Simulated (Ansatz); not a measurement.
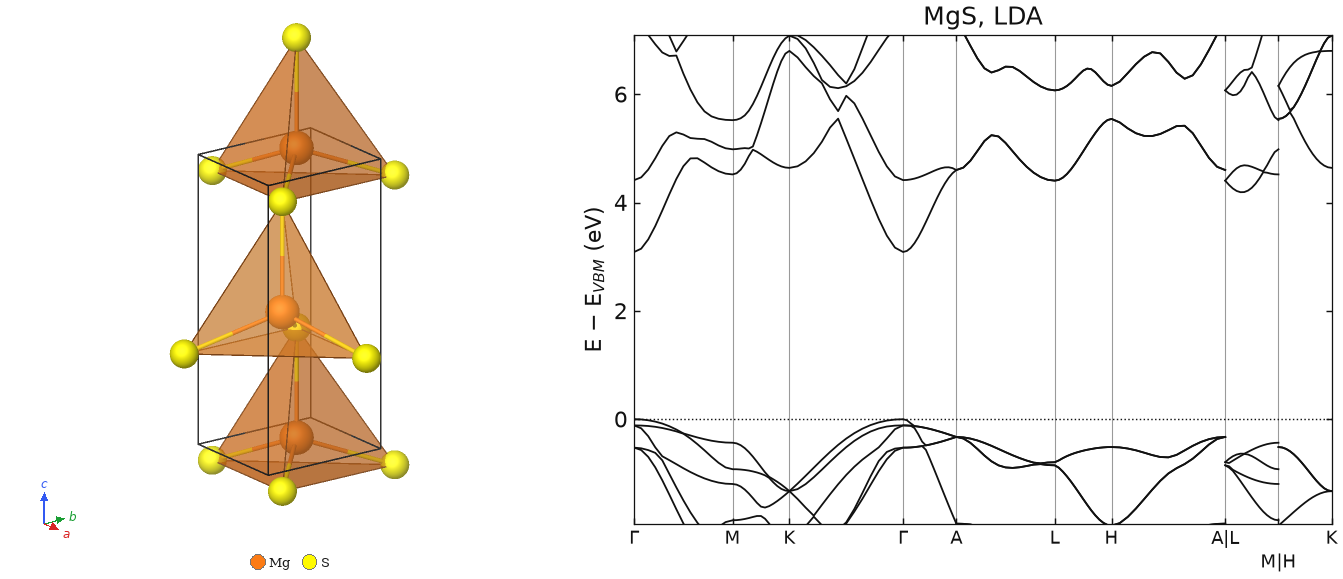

Band structure of MgS, space group P6_3mc, 4 atoms in the cell, beside the structure. Ansatz 0.2.0; DFT LDA, scalar-relativistic, plane waves, PAW, no spin polarisation, 6×6×4 k mesh, 420 eV cutoff, Gaussian smearing of 0.02 eV. Energies are counted from the top of the valence band.

A wide-gap semiconductor or insulator. The gap along this path is 3.09 eV and direct: both edges lie at Γ. The top valence level at Γ is a single band, not degenerate (spin aside). The next level lies only 0.11 eV lower. The top valence band spans 1.3 eV and the lowest conduction band 2.6 eV. The direct gaps are 5.20 eV at L, 4.95 eV at M and 5.97 eV at K.
